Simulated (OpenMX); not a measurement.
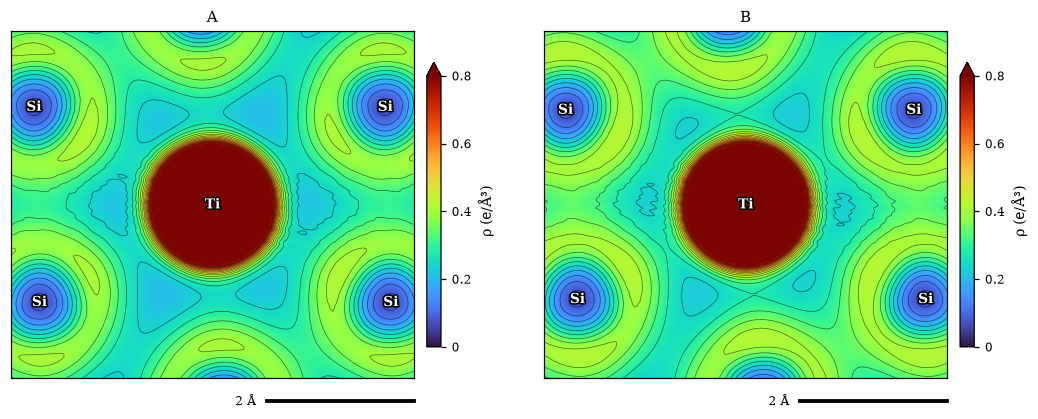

TiSi₂. The valence charge density (pseudo) of two cells that differ in size and shape, on the (11̄0) plane of each (indices in the axes of the calculation cell), at one length scale and on one colour scale; one has 13.6 and the other 14.7 Å³ an atom.

Space group Immm; a structure from a database of computed crystals, not necessarily the ambient phase.

Computed with Kohn-Sham DFT of a periodic cell, PBE, OpenMX 2013 PBE set (OpenMX).

The larger cell:

```
CELL_PARAMETERS angstrom
-1.50233 1.74637 4.21208
1.50233 -1.74637 4.21208
1.50233 1.74637 -4.21208
ATOMIC_POSITIONS crystal
Ti 0.00000 0.00000 0.00000
Si 0.67008 0.67008 0.00000
Si 0.32992 0.32992 0.00000
```

The smaller cell: a = 4.758 Å, b = 4.758 Å, c = 4.758 Å, α = 144.68°, β = 138.70°, γ = 55.44°.

> Which is the denser cell? Describe the effect of the change.

Panel B is the smaller cell, by 8 % in volume. From the larger cell to the smaller, Ti–Si goes from 2.71 to 2.64 Å, and the density at its midpoint from 0.26 to 0.28 e/Å³; the pressure goes from −3.5 to 8 GPa.
